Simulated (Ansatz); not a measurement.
**Si$_{2}$W: density, localisation and related maps**

```yaml
crystal:
  lattice:
    - [4.58003, 0.00000, 0.00000]
    - [-2.29002, 3.96642, 0.00000]
    - [0.00000, 0.00000, 6.60830]
  atoms:
    - { symbol: W, position: [0.50000, 0.00000, 0.50000] }
    - { symbol: W, position: [0.50000, 0.50000, 0.83333] }
    - { symbol: W, position: [0.00000, 0.50000, 0.16667] }
    - { symbol: Si, position: [0.32717, 0.16359, 0.16667] }
    - { symbol: Si, position: [0.83641, 0.16359, 0.83333] }
    - { symbol: Si, position: [0.16359, 0.32717, 0.50000] }
    - { symbol: Si, position: [0.67283, 0.83641, 0.16667] }
    - { symbol: Si, position: [0.16359, 0.83641, 0.83333] }
    - { symbol: Si, position: [0.83641, 0.67283, 0.50000] }
```

Space group P6₂22; a structure from a database of computed crystals, not necessarily the ambient phase.

Level of theory: Kohn-Sham DFT of a periodic cell, r2SCAN, Ansatz PAW (Ansatz).

Core electrons are frozen (PAW), and the valence fields are smoothed inside the atomic spheres.

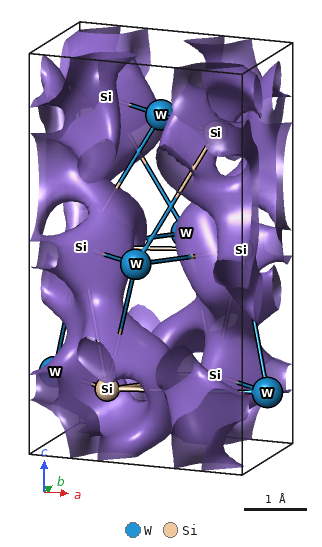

Figure 1. Isosurface of the ELF at 0.6 (purple), seen slightly off an axis. Core shells and regions of very low density are left out. Sticks mark near contacts.

Question: Identify the bonds, lone pairs and shells in this picture.

Answer: The ELF exceeds this value in channels that run through the cell in one direction, counted in one cell of 9 atoms. Regions shared between cells count once. Profiles from the grid: Si–Si (2.56 Å): the ELF peaks at about 0.70 between the atoms. Si–W (2.58 Å): the ELF peaks at about 0.70 in the valence shell of Si, 0.9 Å from its nucleus, and is about 0.45 at the midpoint.

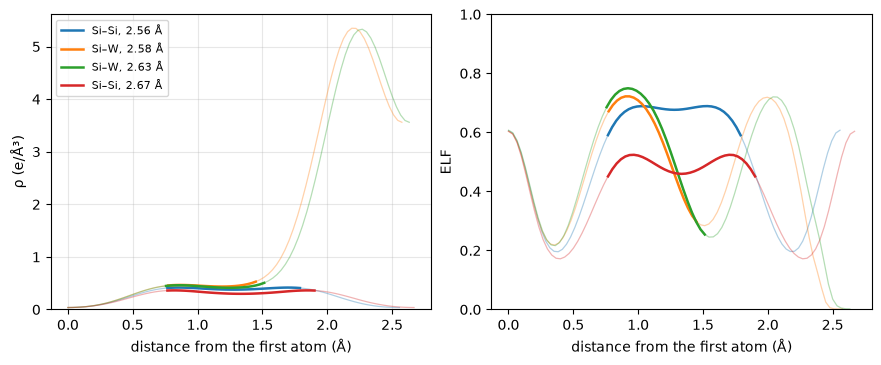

Figure 2. Valence pseudo-density and electron localisation function along straight lines between neighbouring atoms. Thin, pale parts lie inside the atomic spheres.

Question: What can be read from the curves?

Answer: Si–Si (2.56 Å): ρ is about 0.38 e/Å³ halfway; the ELF peaks at about 0.70 between the atoms.
Si–W (2.58 Å): ρ is about 0.45 e/Å³ halfway; the ELF peaks at about 0.70 in the valence shell of Si, 0.9 Å from its nucleus, and is about 0.45 at the midpoint.
Si–W (2.63 Å): the density is about 0.42 e/Å³ at the midpoint; the ELF peaks at about 0.75 in the valence shell of Si, 0.9 Å from its nucleus, and is about 0.45 at the midpoint.
Si–Si (2.67 Å): the density is about 0.3 e/Å³ at the midpoint; the ELF peaks at about 0.50 in the valence shell of Si, 1.0 Å from its nucleus, and is about 0.45 at the midpoint.

Question: Does the calculation make it a metal, or give it a gap?

Answer: It is gapped, with a Kohn–Sham gap of 0.34 eV on the k-point mesh (the band edges may lie off the mesh, which would make the gap smaller).
